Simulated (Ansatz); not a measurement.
BaTiO3: single-point calculation

The run: single-point calculation of BaTiO3 (10 atoms in the cell). Method and program: DFT, PBEsol, plane waves, PAW, no spin polarisation (Ansatz 0.2.0).

The structure derives from an entry of the Crystallography Open Database.

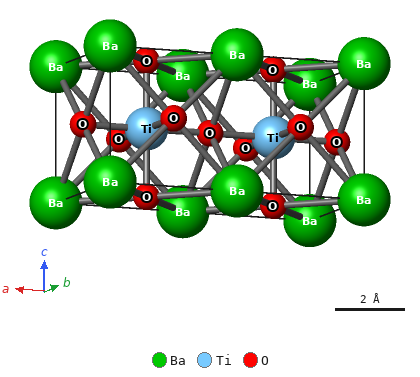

*The structure (ball-and-stick view of the cell of the calculation, seen at an oblique angle).*

**Results in brief**

- outcome: converged
- space group (tolerance 0.01 Å): Pm-3m (221)
- electrons treated: 80
- free energy: −20054.7194 eV
- Fermi energy: 10.556 eV
- pressure: −9.45 GPa
- largest force (length of the vector): under 0.001 eV/Å
- hardware: 1 thread of Arm Neoverse V2, 24 GiB of memory available, shared host
- wall time: 17 s
- peak memory: 0.51 GiB

**Remarks**

Settings chosen away from the usual ones: kpoints.mp_grid.grid set to [4, 6, 6] (from [3, 5, 5]); hamiltonian.xc set to pbesol (from r2scan); scf.occupations.method set to fermi_dirac (from gaussian); scf.occupations.width set to 0.1 (from 0.0689). The cell is under a tension of 9.4 GPa at this level, so it is not at its equilibrium volume.

**Input file**
```yaml
crystal:
  lattice:
    - [8.1005367, 0.0, 0.0]
    - [0.0, 4.05026835, 0.0]
    - [0.0, 0.0, 4.05026835]
  atoms:
    - { symbol: Ba, position: [0.0, 0.0, 0.0] }
    - { symbol: Ba, position: [0.5, 0.0, 0.0] }
    - { symbol: Ti, position: [0.25, 0.5, 0.5] }
    - { symbol: Ti, position: [0.75, 0.5, 0.5] }
    - { symbol: O, position: [0.0, 0.5, 0.5] }
    - { symbol: O, position: [0.5, 0.5, 0.5] }
    - { symbol: O, position: [0.25, 0.0, 0.5] }
    - { symbol: O, position: [0.75, 0.0, 0.5] }
    - { symbol: O, position: [0.25, 0.5, 0.0] }
    - { symbol: O, position: [0.75, 0.5, 0.0] }
  symmetry: { tolerance: 0.0003 }
kpoints:
  mp_grid: { grid: [4, 6, 6], shift: [0, 0, 0] }
magnetization:
  spin_polarized: false
scf:
  occupations: { method: fermi_dirac, width: 0.1 }
hamiltonian:
  pseudopotentials: { kind: paw }
  xc: pbesol
basis:
  ecutwfc: 500
output:
  forces: true
  stress: true
  eigenvalues: true
  write_density: true
  write_potential: true
  elf: true
  volumetric_format: npy
```

Launched with:
```bash
ansatz run input.yaml --threads 1 --pin off --max-ram 2560MiB --backend cpu --events-out ev --progress --plain --runs-dir out
```

**The program's output**
```
Engine: ansatz 0.2.0, aarch64-unknown-linux-gnu
Pseudopotentials: kind: paw
Pseudopotential: Ba, paw, valence charge 10, recommended cutoff 420 eV (normal), Ba.paw.azcp
Pseudopotential: Ti, paw, valence charge 12, recommended cutoff 420 eV (normal), Ti.paw.azcp
Pseudopotential: O, paw, valence charge 6, recommended cutoff 420 eV (normal), O.paw.azcp
Functional definition: PBEsol
  exchange = pbesol_x
  correlation = pbesol_c
Crystal: 10 atoms, lattice volume = 132.887 Å³
Basis set: ecut = 500 eV, 3429 PW (Γ), exchange–correlation on 120×60×60 points (8 copies of the dense FFT grid, shifted against one another)
Bands: 50, of which v1, the nominal top of the filled ones, is band 40 counted from 1 (39 counted from 0)
Symmetry: 32 space group operations
Space group: Pm-3m (ITA 221), of the structure as read, at distance tolerance 1.5e-3 Å
k-points: 30 of 144
Non-local potential: Ba, projectors of the file, l = 0: 3, l = 1: 2, l = 2: 2, l = 3: 2
Non-local potential: Ti, projectors of the file, l = 0: 3, l = 1: 2, l = 2: 3, l = 3: 1
Non-local potential: O, projectors of the file, l = 0: 2, l = 1: 2, l = 2: 1
PAW form: soft (Blöchl's): semilocal exchange-correlation on the pseudo side does not see the compensation charge
PAW frozen core: Ba, regenerated for the run's functional, and the local potential with it (the file was generated under x = pbe(κ = 0.804, μ = 0.2195149727645171), c = pbe(β = 0.06672455060314922))
PAW frozen core: Ti, regenerated for the run's functional, and the local potential with it (the file was generated under x = pbe(κ = 0.804, μ = 0.2195149727645171), c = pbe(β = 0.06672455060314922))
PAW frozen core: O, regenerated for the run's functional, and the local potential with it (the file was generated under x = pbe(κ = 0.804, μ = 0.2195149727645171), c = pbe(β = 0.06672455060314922))
PAW one-centre angular grid: Ba, 194 points (default); XC on 64 Gauss nodes
PAW one-centre angular grid: Ti, 590 points (default); XC on 64 Gauss nodes
PAW one-centre angular grid: O, 110 points (default); XC on 64 Gauss nodes
Initial density: superposition of atomic densities (neutral atoms: chi_scale 0, normalization atom), corrected by the library's trained network
Initial wavefunctions: pseudopotential atomic-orbital guess
Functional: x = pbesol(κ = 0.804, μ = 0.12345679012345678), c = pbesol(β = 0.046)
SCF iter   1: F=—  HF=-20054.790953 eV  |F-HF|=—  |Δ(HF+E_count)|=         —  Δρ=1.69e-2  dr2=3.38e-1  ethr=1.77e-3  ⟨swp⟩=6.4  Hψ=6377  notcnv=0
preconditioner: auto → Resta (q_TF=auto, 2.507 Å⁻¹)  ε∞=6.0  [insulator: Δε(μ)=1.502 eV  Ē_g=11.537 eV  σ=0.100 eV  W_gap=1.00  n_scr=38 (ndim 8)  ℏωp=25.8 eV  f_vac=0.000  D(μ)=0.00/eV (n_scr^D=0)  ε∞_Penn≈6.0]
SCF iter   2: F=—  HF=-20054.724022 eV  |F-HF|=—  |Δ(HF+E_count)|=   6.69e-2  Δρ=4.42e-3  dr2=3.13e-2  ethr=4.23e-4  ⟨swp⟩=2.0  Hψ=2487  notcnv=0  defer=9
SCF iter   3: F=—  HF=-20054.720150 eV  |F-HF|=—  |Δ(HF+E_count)|=   3.87e-3  Δρ=1.45e-3  dr2=3.30e-3  ethr=3.91e-5  ⟨swp⟩=2.1  Hψ=1884  notcnv=0  defer=9
SCF iter   4: F=—  HF=-20054.719792 eV  |F-HF|=—  |Δ(HF+E_count)|=   3.58e-4  Δρ=1.25e-4  dr2=1.86e-5  ethr=4.12e-6  ⟨swp⟩=1.5  Hψ=1530  notcnv=0  defer=9
SCF iter   5: F=—  HF=-20054.719433 eV  |F-HF|=—  |Δ(HF+E_count)|=   3.59e-4  Δρ=2.94e-5  dr2=9.72e-7  ethr=2.32e-8  ⟨swp⟩=2.0  Hψ=2625  notcnv=0  defer=9
SCF iter   6: F=-20054.719434 eV  HF=-20054.719434 eV  |F-HF|=3.84e-9  |Δ(HF+E_count)|=   6.16e-7  Δρ=8.10e-6  dr2=6.61e-8  ethr=1.25e-10  ⟨swp⟩=11.1  Hψ=11319  notcnv=0
SCF 1 converged in 6 iterations: F = -20054.719434 eV  dr2 = 6.61e-8
  greatest PAW one-centre occupation: 0.999 electrons in one spin orbital (limit 2), on the Ti atom at site 3 (counted from 0), in its partial waves of l = 0
```

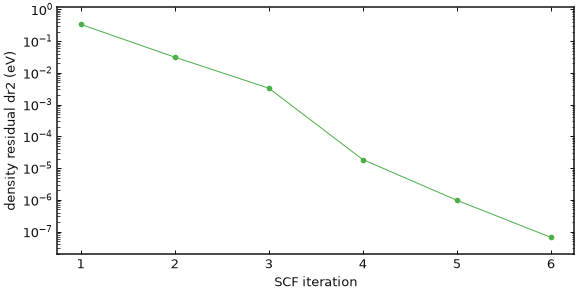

*Convergence of the self-consistent field: density residual dr2 against the SCF iteration.*

The residual falls at every step.

```
SCF converged after 6 iterations
Free energy (F): -20054.719434 eV
Harris-Foulkes:  -20054.719434 eV  (|F-HF|=3.84e-9)
Internal energy: -20054.719308 eV  (E = F + TS)
E sigma→0 (E₀):  -20054.719371 eV
Entropy (-TS):   -0.000126 eV (-0.013 meV/atom)
Fermi energy:    10.555667 eV
--- Per-component energies (eV) ---
  E_band       = -328.941355
  E_kinetic    = 1923.517748
  E_local      = -4265.582024  (includes V_loc(G=0)·N_el)
  E_nonlocal   = 413.938416
  E_hartree    = 1649.069238
  E_xc         = -969.162791
  E_vxc        = -1081.739642  (∫ρ·V_xc dr)
  E_paw        = -13232.095662  (= ΣΔE_a)
  E_vpaw       = -617.227485  (= ΣTr[D̂ρ^β])
  E_aug_tail   = 0.005958  (compensation charges beyond the density's cutoff)
  E_ewald      = -5575.203554
  E_core_change = 0.793362  (= ΣΔE_core)
  E_smearing   = -0.000126  (= −TS)
  E_closure    = -0.000000  (closes the sum)
  Σ components = -20054.719434   (vs F -20054.719434, Δ=0.00e0)
--- Forces (eV/Å), atoms counted from 1 ---
  atom   1  Ba    -0.00000000    -0.00000000     0.00000000
  atom   2  Ba     0.00000000     0.00000000    -0.00000000
  atom   3  Ti     0.00000000     0.00000000     0.00000000
  atom   4  Ti     0.00000000     0.00000000     0.00000000
  atom   5  O      0.00000000     0.00000000    -0.00000000
  atom   6  O     -0.00000000     0.00000000    -0.00000000
  atom   7  O      0.00000000     0.00000000     0.00000000
  atom   8  O      0.00000000     0.00000000     0.00000000
  atom   9  O     -0.00000000     0.00000000     0.00000000
  atom  10  O     -0.00000000     0.00000000    -0.00000000
  max |Σ_I F_I| component: 8.24e-29 eV/Å
--- Stress (GPa, compression-positive) ---
       -9.452608       0.000000       0.000000
        0.000000      -9.448175       0.000000
        0.000000       0.000000      -9.448175
  P = ⅓ Tr σ = -9.4497 GPa (-94.497 kbar)
--- Band table (eV; the first three rows and the last of 30) ---
  k-point 0: bands = ["-46.7695", "-46.7688", "-23.1261", "-23.0822", "-23.0822", "-23.0821", "-23.0804", "-23.0804", "-15.0147", "-14.9122", "-7.1993", "-7.0229", "-6.3313", "-6.3310", "-6.3004", "-6.0808", "-0.1975", "-0.1975", "-0.1974", "-0.0407", "-0.0407", "0.1684", "5.7687", "6.9654", "6.9654", "7.3633", "7.3635", "7.3635", "7.7614", "7.8584", "7.8722", "7.8722", "8.5942", "8.5942", "8.5943", "8.9821", "8.9821", "9.5254", "9.5254", "9.5254", "11.3573", "11.3573", "11.3573", "11.4799", "13.0213", "13.0213", "13.4250", "13.4251", "13.4291", "14.6615"]
  k-point 1: bands = ["-46.7693", "-46.7686", "-23.1254", "-23.0932", "-23.0912", "-23.0817", "-23.0817", "-23.0800", "-14.9896", "-14.8955", "-7.0806", "-7.0340", "-6.3236", "-6.3102", "-6.2828", "-6.1329", "-0.1597", "-0.1596", "-0.1043", "-0.0998", "0.0047", "0.0580", "5.7224", "6.7901", "6.8195", "6.9511", "6.9889", "7.2971", "7.2972", "7.6691", "8.0855", "8.3230", "8.3231", "8.3849", "8.6560", "8.6563", "8.8244", "8.9112", "9.3476", "9.3477", "11.3871", "11.8559", "11.8559", "11.9328", "13.0250", "13.0637", "13.4261", "13.8420", "14.0825", "15.1268"]
  k-point 2: bands = ["-46.7690", "-46.7683", "-23.1240", "-23.1152", "-23.1127", "-23.0808", "-23.0808", "-23.0791", "-14.9383", "-14.8617", "-7.1300", "-6.8126", "-6.3083", "-6.2695", "-6.2388", "-6.1774", "-0.2003", "-0.1477", "-0.0813", "-0.0813", "0.0785", "0.0993", "5.6046", "6.0290", "6.1531", "6.1998", "7.0522", "7.0969", "7.0969", "7.2836", "7.9763", "7.9763", "8.0205", "8.0818", "8.1587", "8.5714", "8.6667", "9.0903", "9.0903", "9.4391", "11.4484", "12.6603", "12.6603", "12.6907", "13.0338", "13.2715", "13.4281", "14.1637", "14.9840", "16.0940"]
  k-point 29: bands = ["-46.7678", "-46.7678", "-23.1223", "-23.1223", "-23.1223", "-23.1223", "-23.1000", "-23.1000", "-14.8155", "-14.8155", "-6.3977", "-6.3977", "-6.2142", "-6.2142", "-6.2142", "-6.2142", "-0.5596", "-0.5596", "-0.5596", "-0.5596", "-0.4052", "-0.4052", "5.4266", "5.4266", "5.9475", "5.9475", "6.5734", "6.5734", "6.7318", "6.7318", "7.2454", "7.2454", "7.2454", "7.2454", "9.1608", "9.1608", "9.1608", "9.1608", "9.6403", "9.6403", "13.3257", "13.3257", "13.3257", "13.3257", "13.5505", "13.5505", "15.6026", "15.6026", "16.9062", "16.9062"]
```

**File v_z.tsv**
```
# z_ang	v_es[eV]	v_tot[eV]
# format = ansatz-planar-average/11
# xc	pbesol
# density_cutoff_ev	2000
# datasets	Ba=:simpson_from_first_knot:soft:shift=-1146388	Ti=:simpson_from_first_knot:soft:shift=-797321	O=:simpson_from_first_knot:soft:shift=-234619
# lattice	8.100536700	0.000000000	0.000000000
# lattice	0.000000000	4.050268350	0.000000000
# lattice	0.000000000	0.000000000	4.050268350
# sites	10
# site	56	0.000000000	0.000000000	0.000000000
# site	56	4.050268350	0.000000000	0.000000000
# site	22	2.025134175	2.025134175	2.025134175
# site	22	6.075402525	2.025134175	2.025134175
# site	8	0.000000000	2.025134175	2.025134175
# site	8	4.050268350	2.025134175	2.025134175
# site	8	2.025134175	0.000000000	2.025134175
# site	8	6.075402525	0.000000000	2.025134175
# site	8	2.025134175	2.025134175	0.000000000
# site	8	6.075402525	2.025134175	0.000000000
0.000000	7.066164e-1	-1.192335e1
0.135009	1.086053e0	-1.142670e1
0.270018	2.148236e0	-1.000323e1
0.405027	3.720033e0	-7.887394e0
0.540036	5.625557e0	-5.302302e0
0.675045	7.547680e0	-2.708742e0
0.810054	8.962762e0	-7.367183e-1
0.945063	9.958973e0	5.484400e-1
1.080072	1.040393e1	1.032550e0
1.215081	1.010743e1	5.048676e-1
1.350089	8.873977e0	-1.443905e0
1.485098	6.481239e0	-4.819874e0
1.620107	3.896838e0	-8.375627e0
1.755116	1.718985e0	-1.134205e1
1.890125	2.050978e-1	-1.336131e1
2.025134	-3.385504e-1	-1.407872e1
2.160143	2.050978e-1	-1.336131e1
2.295152	1.718985e0	-1.134205e1
2.430161	3.896838e0	-8.375627e0
2.565170	6.481239e0	-4.819874e0
2.700179	8.873977e0	-1.443905e0
2.835188	1.010743e1	5.048676e-1
2.970197	1.040393e1	1.032550e0
3.105206	9.958973e0	5.484400e-1
3.240215	8.962762e0	-7.367183e-1
3.375224	7.547680e0	-2.708742e0
3.510233	5.625557e0	-5.302302e0
3.645242	3.720033e0	-7.887394e0
3.780250	2.148236e0	-1.000323e1
3.915259	1.086053e0	-1.142670e1
```

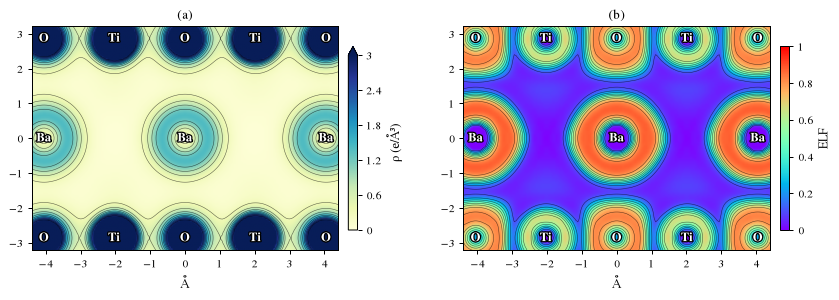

*(a) valence charge density (pseudo); (b) electron localisation function on the (011) plane of the calculation cell.*

Atoms in the plane: Ba, Ti and O. Ti–O (2.03 Å): ρ at the midpoint is about 0.6 e/Å³; the ELF is about 0.20 at the midpoint. Away from the nuclei the density in this plane falls to 0.04 e/Å³ at its lowest. The strong features right at Ba and Ti lie inside the PAW spheres (semicore, d or f shells) and say nothing about bonding. In a PAW calculation such maps are meaningful between the atoms, not at the nuclei.

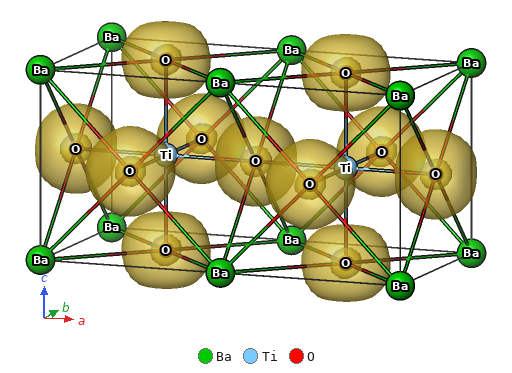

*Isosurface of the ELF at 0.65 (yellow), seen slightly off an axis. Only the valence region is drawn (cores and ρ < 0.01 e/Å³ removed). Sticks mark near contacts. The outline is the calculation cell.*

Values along the shortest contacts: Ti–O (2.03 Å): the ELF is about 0.20 at the midpoint. Ba–O (2.86 Å): the ELF is about 0.10 at the midpoint (ionic bonding with no shared pair).
